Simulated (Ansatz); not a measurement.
TiO₂: several calculations on one system

## 1. Relaxation

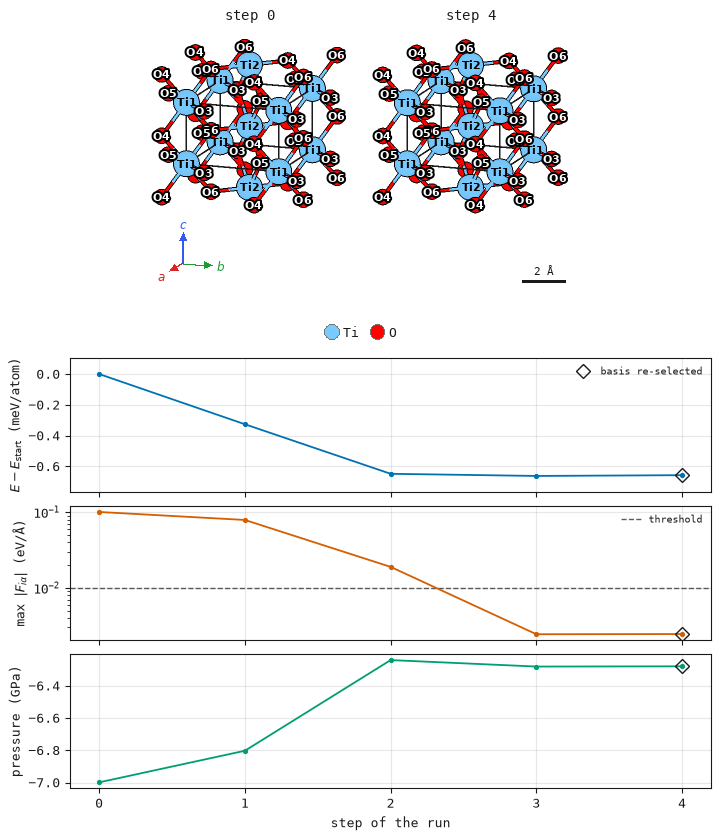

First and last geometry of a relaxation of crystalline TiO$_{2}$ (set up in P4_2/mnm), with the history of the run. The picture is a ball-and-stick view of the cell of the calculation, seen slightly off an axis.

Case: volume × 1.03, shape and atoms relaxed.

Method: Ansatz 0.2.0, DFT r2SCAN, scalar-relativistic, plane waves, PAW.

The input:
```yaml
crystal:
  lattice:
    - [4.6424623117, 0.0, 0.0]
    - [0.0, 4.6424623117, 0.0]
    - [0.0, 0.0, 2.9827879452]
  atoms:
    - { symbol: Ti, position: [0.0, 0.0, 0.0] }
    - { symbol: Ti, position: [0.5, 0.5, 0.5] }
    - { symbol: O, position: [0.3046314523, 0.3046314523, 0.0] }
    - { symbol: O, position: [0.1953685477, 0.8046314523, 0.5] }
    - { symbol: O, position: [0.6953685477, 0.6953685477, 0.0] }
    - { symbol: O, position: [0.8046314523, 0.1953685477, 0.5] }
basis:
  ecutwfc: 500
kpoints:
  mp_grid: { grid: [6, 6, 10] }
hamiltonian:
  xc: r2scan
scf:
  occupations: { method: gaussian, width: 0.02 }
output:
  forces: true
  stress: true
  eigenvalues: true
relax:
  adjacent_minimum: "off"
  f_tol: 0.01
  max_steps: 30
  cell: { stress_tol: 0.1, fix: [volume] }
```

Run as
```bash
ansatz run input.yaml --threads 2 --pin off --max-ram 5120MiB --backend cpu --events-out ev --progress --plain --runs-dir out
```

Question: What do the curves and the structures tell?

Answer: It converged. The largest moves relative to the cell, 0.008 Å, are those of O3, O4, O5 and O6. O3 goes along [1 1 0]. Ti stays in place. The drawn cell changes at constant volume: a = b 4.642 → 4.654 Å (+0.2 %), c 2.983 → 2.968 Å (−0.5 %). Some distances before and after: Ti1–Ti1 2.983 → 2.968 Å, Ti1–O3 2.000 → 2.013 Å, Ti1–O4 1.967 → 1.959 Å. The space group stays P4_2/mnm (No. 136). The energy falls by 0.7 meV per atom in 3 accepted moves (4 points after the start). The largest force component goes from 0.1 to 0.0025 eV/Å. The pressure goes from −7.00 to −6.28 GPa. The SCF was repeated once at an unchanged geometry on a basis and grid sized afresh for the cell, which shifted the energy by less than 0.05 meV per atom at most. Cost: 78 s on 2 threads of Intel(R) Xeon(R) Processor @ 2.50GHz (Skylake/Cascade Lake), with other jobs on the host, peak memory 0.6 GiB.

## 2. Relaxation

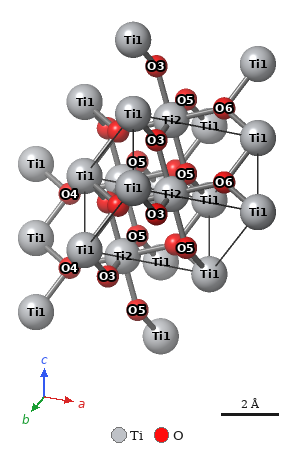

Starting structure of solid TiO2 (set up in P4_2/mnm). The picture is a ball-and-stick view of the cell of the calculation, repeated 1 × 2 × 2 with one cell outlined, seen from a free direction.

Case: volume × 1.06, shape and atoms relaxed.

These are results of DFT r2SCAN, scalar-relativistic, plane waves, PAW (Ansatz), not measurements.

Input file:
```yaml
crystal:
  lattice:
    - [4.6987775277, 0.0, 0.0]
    - [0.0, 4.6987775277, 0.0]
    - [0.0, 0.0, 2.9965258407]
  atoms:
    - { symbol: Ti, position: [0.0, 0.0, 0.0] }
    - { symbol: Ti, position: [0.5, 0.5, 0.5] }
    - { symbol: O, position: [0.3058030534, 0.3058030534, 0.0] }
    - { symbol: O, position: [0.1941969466, 0.8058030534, 0.5] }
    - { symbol: O, position: [0.6941969466, 0.6941969466, 0.0] }
    - { symbol: O, position: [0.8058030534, 0.1941969466, 0.5] }
basis:
  ecutwfc: 500
kpoints:
  mp_grid: { grid: [6, 6, 10] }
hamiltonian:
  xc: r2scan
scf:
  occupations: { method: gaussian, width: 0.02 }
output:
  forces: true
  stress: true
  eigenvalues: true
  write_density: true
  write_potential: true
  elf: true
  volumetric_format: npy
relax:
  adjacent_minimum: "off"
  f_tol: 0.01
  max_steps: 30
  cell: { stress_tol: 0.1, fix: [volume] }
```

Run as
```bash
ansatz run input.yaml --threads 2 --pin off --max-ram 5120MiB --backend cpu --events-out ev --progress --plain --runs-dir out
```

**Where does the relaxation end?**

The largest moves relative to the cell, 0.011 Å, are those of O3, O4, O5 and O6. O6 goes along [1 −1 0]. Ti stays in place. The drawn cell changes at constant volume: a = b 4.699 → 4.711 Å (+0.3 %), c 2.997 → 2.981 Å (−0.5 %). Some distances before and after: Ti1–O3 2.032 → 2.048 Å, Ti1–Ti1 2.997 → 2.981 Å, Ti1–O4 1.977 → 1.967 Å. The space group stays P4_2/mnm (No. 136). The energy falls by 5.2 meV per cell of the calculation in 2 accepted moves (3 points after the start). The largest force component goes from 0.11 to 0.0076 eV/Å. The pressure goes from −12.32 to −11.37 GPa. The SCF was repeated once at an unchanged geometry on a basis and grid sized afresh for the cell, which shifted the energy by less than 0.05 meV per cell of the calculation at most. Cost: 69 s on 2 threads of Intel(R) Xeon(R) Processor @ 2.50GHz (Skylake/Cascade Lake), with other jobs on the host, peak memory 0.6 GiB.

## 3. A change

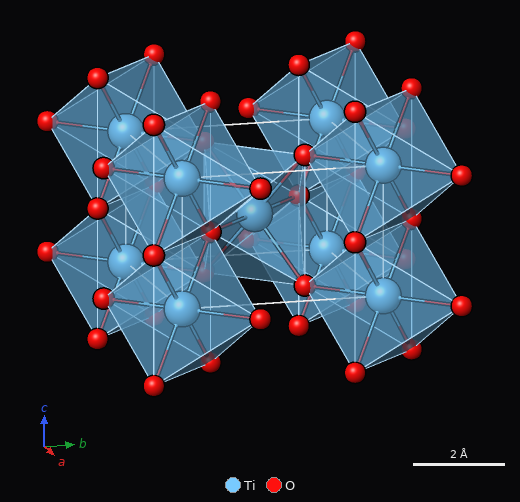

Reference structure: a crystal of TiO2 (set up in P4_2/mnm). Style: polyhedral. Shown: the cell of the calculation, slightly off an axis.

Level of theory: DFT r2SCAN, scalar-relativistic, plane waves, PAW in Ansatz. Settings: plane-wave cutoff 500 eV; k-point mesh 6 × 6 × 10; occupations gaussian; smearing width 0.02 eV; no spin polarisation.

Now this is done to it. The volume is changed by +10.0 %. The cell's shape and the atoms are relaxed at that volume.

Predict the response.

Answer. The energy rises by 60.4 meV per atom. Pressure: 0.0 GPa before, −16.6 GPa after. Cell: a = b 4.597 → 4.791 Å (+4.2 %), c 2.954 → 2.992 Å (+1.3 %). Volume +10.0 %. The largest moves relative to the cell, 0.035 Å, are those of O atoms. Ti stays in place. Some distances before and after: O–Ti 1.980 → 2.099 Å, O–Ti 1.948 → 1.975 Å. The space group stays P4_2/mnm (No. 136).

The changed structure in the same view:

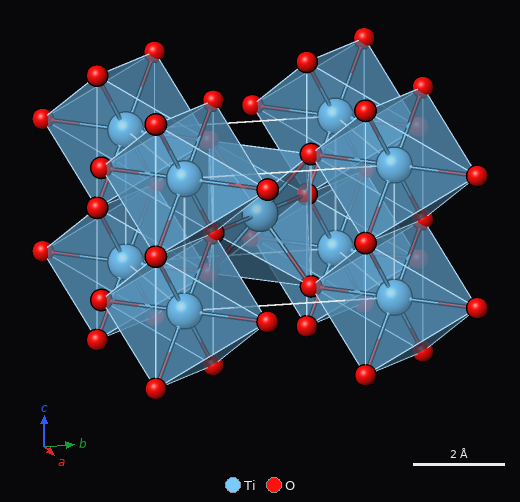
